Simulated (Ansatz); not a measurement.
Start from this file.

```cif
data_structure
_symmetry_space_group_name_H-M 'P 1'
_symmetry_Int_Tables_number 1
_cell_length_a 9.8547
_cell_length_b 9.8547
_cell_length_c 6.0348
_cell_angle_alpha 90.000
_cell_angle_beta 90.000
_cell_angle_gamma 120.000
_cell_volume 507.55
loop_
_atom_site_label
_atom_site_type_symbol
_atom_site_fract_x
_atom_site_fract_y
_atom_site_fract_z
_atom_site_occupancy
Ge1 Ge 0.00000 0.00000 0.82541 1
Ge2 Ge 0.26630 0.23370 0.73370 1
Ge3 Ge 0.09963 0.69927 0.40037 1
Ge4 Ge 0.30073 0.40037 0.40037 1
Ge5 Ge 0.00000 0.00000 0.20110 1
Ge6 Ge 0.06703 0.43297 0.93297 1
Ge7 Ge 0.90037 0.30073 0.59963 1
Ge8 Ge 0.03260 0.26630 0.26630 1
Ge9 Ge 0.66667 0.33333 0.15875 1
Ge10 Ge 0.93297 0.56703 0.06703 1
Ge11 Ge 0.76630 0.03260 0.73370 1
Ge12 Ge 0.96740 0.73370 0.73370 1
Ge13 Ge 0.66667 0.33333 0.53443 1
Ge14 Ge 0.73370 0.76630 0.26630 1
Ge15 Ge 0.56703 0.63407 0.93297 1
Ge16 Ge 0.69927 0.59963 0.59963 1
Ge17 Ge 0.33333 0.66667 0.49208 1
Ge18 Ge 0.59963 0.90037 0.40037 1
Ge19 Ge 0.43297 0.36593 0.06703 1
Ge20 Ge 0.63407 0.06703 0.06703 1
Ge21 Ge 0.33333 0.66667 0.86777 1
Ge22 Ge 0.40037 0.09963 0.59963 1
Ge23 Ge 0.23370 0.96740 0.26630 1
Ge24 Ge 0.36593 0.93297 0.93297 1
```

> What crystal do these data define?

The element is germanium. Its lattice is rhombohedral (trigonal R), its space group R3 (No. 146). The cell holds 24 atoms. Ge is coordinated by four Ge in a distorted tetrahedral arrangement at 2.27 to 2.54 Å. The bonds build a three-dimensional framework.

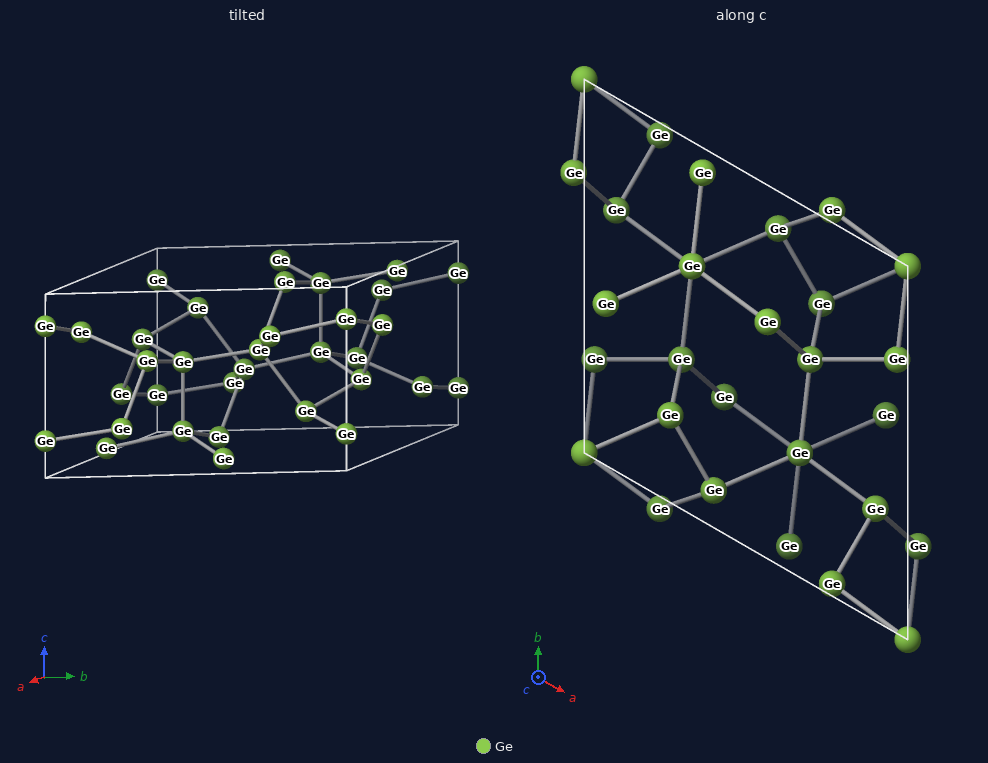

Structure drawing (ball-and-stick), viewed slightly off an axis and along the c axis. Lines trace the edges of the conventional unit cell. Colours: germanium green.

The starting point was a structure listed in the Materials Project. The cell was then strained or its atoms displaced on purpose. It went into a calculation with Ansatz.

At this level of theory the run's own cell isn't at rest (forces up to 2.0 eV/Å), so its distances can differ from those at equilibrium, the more so the softer the solid.
